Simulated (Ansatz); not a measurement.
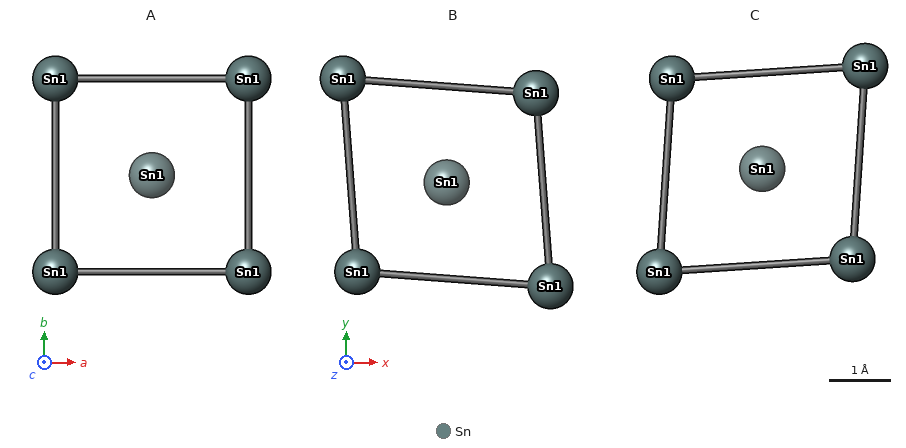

A scan of crystalline Sn (I4/mmm): the cell is strained in shear in the xy plane, with the atoms kept at their fractional coordinates. x, y and z are the Cartesian axes of the input. Style: ball-and-stick. Shown: the conventional cell (2 times the calculation's cell), along the c axis. Lengths and directions refer to the drawn axes.

Method: Ansatz, DFT r2SCAN, scalar-relativistic, plane waves, PAW. Settings: plane-wave cutoff 500 eV; k-point mesh 20 × 20 × 20; occupations gaussian; smearing width 0.15 eV; no spin polarisation. Energies (free energies at the smearing named) are counted from the cell as listed in its source, which wasn't relaxed.

> Order these geometries by energy, lowest first.

Lowest first: A (the strain 0.00, 0.00 meV/atom), C (the strain 0.1312, 0.87 meV/atom), B (the strain −0.15, 1.45 meV/atom). Over the whole scan: of the computed points the lowest is at the strain 0.00, 0.00 meV/atom. At the ends of the scan the energy is 1.45 meV/atom (−0.15) and 1.45 meV/atom (0.15). The unrelaxed reference is under a pressure of −2.8 GPa. The distortion takes the space group from I4/mmm to Fmmm. At the strain −0.15 the cell of the drawing goes a 3.182 → 3.190 Å, b 3.182 → 3.190 Å, γ 90.0° → 98.6°.
